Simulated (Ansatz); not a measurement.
## Electronic structure of HfO₂ in real space

```
Hf O
1.0
     4.71710    4.71710    0.00000
    -4.95950    4.95950    0.00000
     0.00000    0.00000    3.21999
Hf O
4 8
Direct
  0.00000 0.00000 0.00000
  0.50000 0.50000 0.00000
  0.00000 0.50000 0.50000
  0.50000 0.00000 0.50000
  0.00000 0.80458 0.50000
  0.50000 0.30458 0.50000
  0.30614 0.00000 0.00000
  0.80614 0.50000 0.00000
  0.19386 0.50000 0.00000
  0.69386 0.00000 0.00000
  0.00000 0.19542 0.50000
  0.50000 0.69542 0.50000
```

Space group Cmmm; a structure from a database of computed crystals, not necessarily the ambient phase; started from the database structure prototype, which need not be the ambient phase; changed on purpose from its base cell (shear xy strain -5.0%); computed pressure about 6 GPa in this cell.

The calculation used DFT, PBE, plane waves, PAW in Ansatz 0.2.0.

In a PAW calculation such maps are meaningful between the atoms, not at the nuclei.

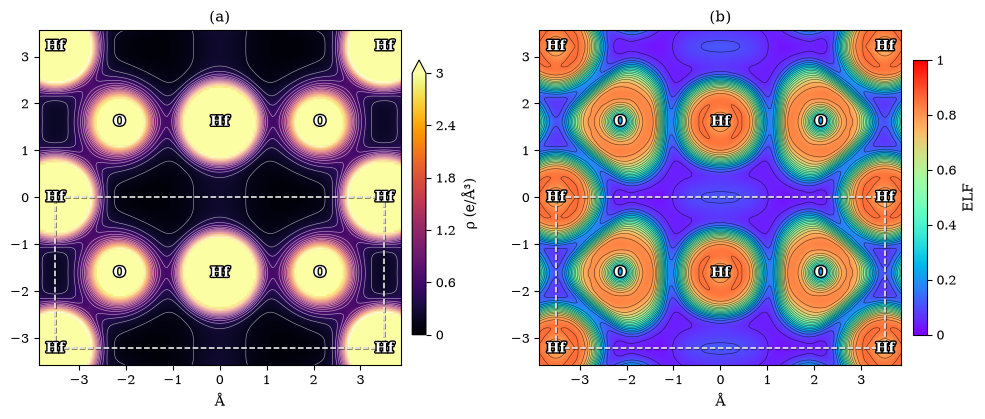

Figure 1. (a) valence electron density; (b) electron localisation function on the (100) plane of the conventional cell.

What do the fields say about this system?

The plane passes through Hf and O nuclei. Hf–Hf (3.22 Å): ρ is about 0.2 e/Å³ halfway; the ELF is about 0.10 at the midpoint; no localised pair shows between them. Hf–O (2.11 Å): the density is about 0.71 e/Å³ at the midpoint; the ELF peaks at about 0.80 in the valence shell of O, 0.6 Å from its nucleus, and drops to about 0.20 between the two atoms (no localised pair shows between them). Between the atoms the lowest density in this plane is 0.05 e/Å³. The features right at Hf lie inside the PAW spheres, where the map follows smoothed inner orbitals and isn't to be read closely.

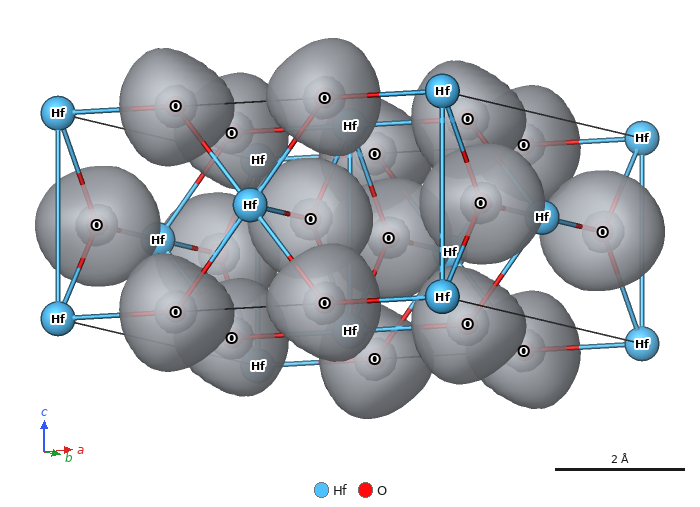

Figure 2. Isosurface of the ELF at 0.65 (grey), seen at an oblique angle. Core shells and regions of very low density are left out. Sticks mark near contacts.

What do the ELF domains correspond to?

The surface consists of eight regions wrapped around O (the valence shell of each), counted in one cell of 12 atoms. Any copies at cell faces, edges or corners count once. Along the contacts the grid gives the following. Hf–O (2.04 Å): the ELF peaks at about 0.85 in the valence shell of O, 0.6 Å from its nucleus, and drops to about 0.20 between the two atoms (no localised pair shows between them).

Does the calculation give a band gap?

It is gapped, with a Kohn–Sham gap of 4.0 eV on the k-point mesh, an upper bound to the gap of this method.
